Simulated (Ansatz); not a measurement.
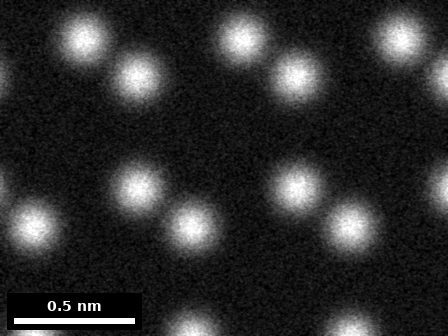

Z-contrast image of Rb (Fd-3m, No. 227). Simulated incoherent Z contrast: every atom adds Z^1.7 spread by a probe of 1.30 Å full width; channelling and multiple scattering are left out. The display is stretched by a gamma of 0.65; percentages refer to the linear signal. Shot noise and a slight drift were added. Model: coordinates from a relaxation with DFT, revPBE, plane waves (420 eV) with PAW, scalar-relativistic in Ansatz; the starting structure was generated, so it need not be a known form of this composition.

```xyz
8
Lattice="10.7792 0.0000 0.0000 0.0000 10.7792 0.0000 0.0000 0.0000 10.7792" Properties=species:S:1:pos:R:3 pbc="T T T"
Rb    8.0844    8.0844    8.0844
Rb    0.0000    5.3896    0.0000
Rb    8.0844    2.6948    2.6948
Rb    0.0000    0.0000    5.3896
Rb    2.6948    8.0844    2.6948
Rb    5.3896    5.3896    5.3896
Rb    2.6948    2.6948    8.0844
Rb    5.3896    0.0000    0.0000
```

### Along which zone axis is the crystal seen: [110], [221], [001] or [210]? (Directions equivalent by symmetry count as one.)

[110]. The projected cells are 6.60 × 6.60 Å, 109° for [110]; 1.27 × 3.81 Å, 90° for [221]; 3.81 × 3.81 Å, 90° for [001]; 2.41 × 2.95 Å, 114° for [210], and the image repeats as the [110] one does.
